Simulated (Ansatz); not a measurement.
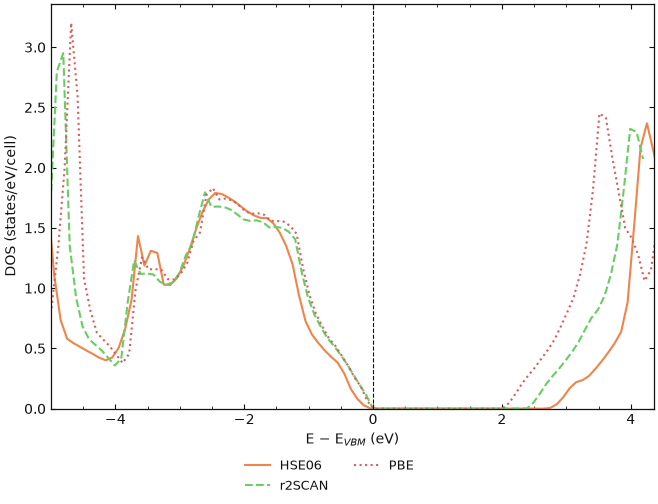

Total densities of states of BeTe, space group F-43m (No. 216), 2 atoms in the cell, by three methods on the same cell. Each is counted from its own valence-band top.

Question: What changes from one method to the other?

Answer: HSE06 gives a gap of 2.70 eV, r2SCAN gives a gap of 2.38 eV and PBE gives a gap of 2.03 eV.

Settings. HSE06: DFT HSE06, scalar-relativistic, plane waves, PAW, no spin polarisation, 6×6×6 k mesh, 420 eV cutoff (Ansatz). r2SCAN: DFT r2SCAN, scalar-relativistic, plane waves, PAW, no spin polarisation, 8×8×8 k mesh, 500 eV cutoff (Ansatz). PBE: DFT PBE, scalar-relativistic, plane waves, PAW, no spin polarisation, 8×8×8 k mesh, 420 eV cutoff, Gaussian smearing of 0.02 eV (Ansatz 0.2.0).

The structure is an invented one, so it need not be a known or stable phase. Spin-orbit coupling is left out, which matters for Te.
